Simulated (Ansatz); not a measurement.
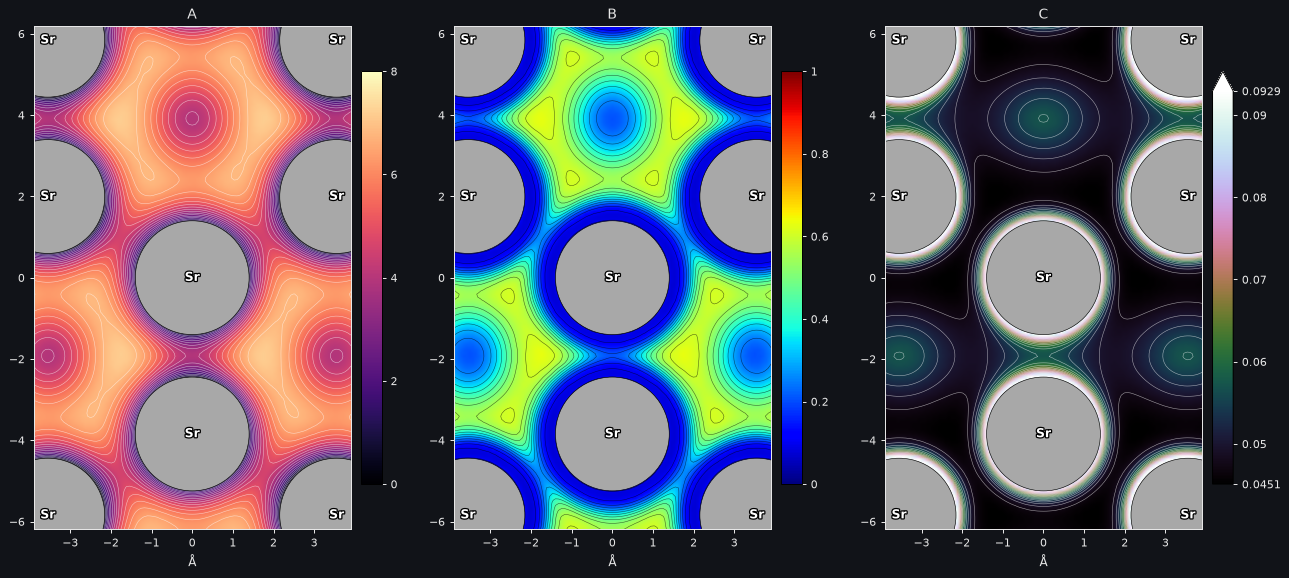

Sr: 3 fields on the (110) plane of the conventional cell, with unlabelled colour scales. Grey discs cover the atomic cores.

Space group I4/mcm; a structure from a database of computed crystals, not necessarily the ambient phase.

Method: Kohn-Sham DFT of a periodic cell, PBE, Ansatz PAW in Ansatz.

### The panels show electron localisation function, electrostatic potential energy of an electron and valence pseudo-density in some order. Assign them.

Panel A: electrostatic potential energy of an electron (low next to the atoms, rising into the space between them). Panel B: electron localisation function. Panel C: valence pseudo-density. From the grid: Sr–Sr (3.84 Å): ρ at the midpoint is about 0.06 e/Å³; the ELF is about 0.20 at the midpoint: no shared electron pair shows on this line. Sr–Sr (4.08 Å): ρ at the midpoint is about 0.05 e/Å³; the ELF is about 0.25 at the midpoint: no shared electron pair shows on this line.
